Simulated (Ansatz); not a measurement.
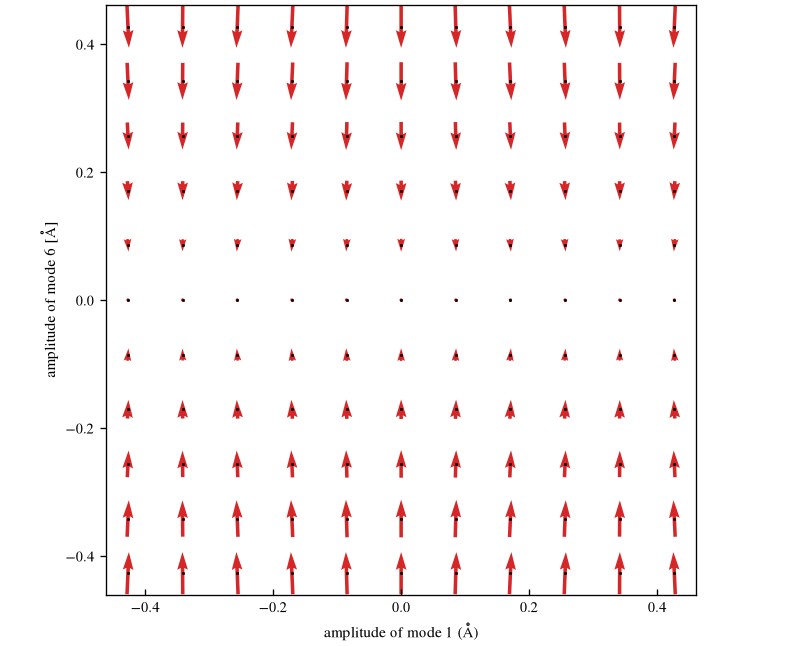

C (Cmme, No. 67; 4 atoms in the cell). 
- The energy is mapped over two normal modes frozen in (zone-centre modes of the 4-atom cell of this scan).
- First axis: amplitude of mode 1 (5i cm⁻¹), largest displacement. Second axis: amplitude of mode 6 (24 cm⁻¹), largest displacement.
- Nothing is relaxed (the cell and all other modes fixed).
- The scan uses an 11 × 11 grid; 66 points were computed and 55 follow by symmetry.
- Points are written as (first, second).
- The lowest point has no gap; 88 points of the grid have one on the k-mesh.
- The calculation used Ansatz, DFT PBE, scalar-relativistic, plane waves, PAW. Settings: cutoff 520 eV, k-mesh 18×18×6 in the order of the run's cell vectors, gaussian smearing 0.15 eV, no spin polarisation.

The picture shows dots at the grid points, arrows along the force (downhill), their lengths compressed.

> The arrows alone are given. Where are the wells?

The arrows converge at (−0.342 Å, 0.000 Å); (0.342 Å, 0.000 Å) (read from the interpolated surface).

The energy map of the same scan:

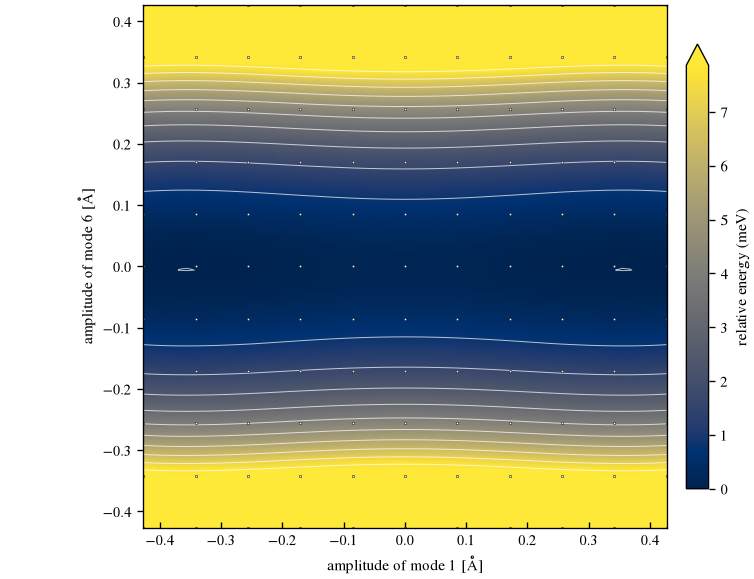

Energies are in meV, from the lowest grid point; between grid points the surface is interpolated.

PAW datasets: the set soft_1.
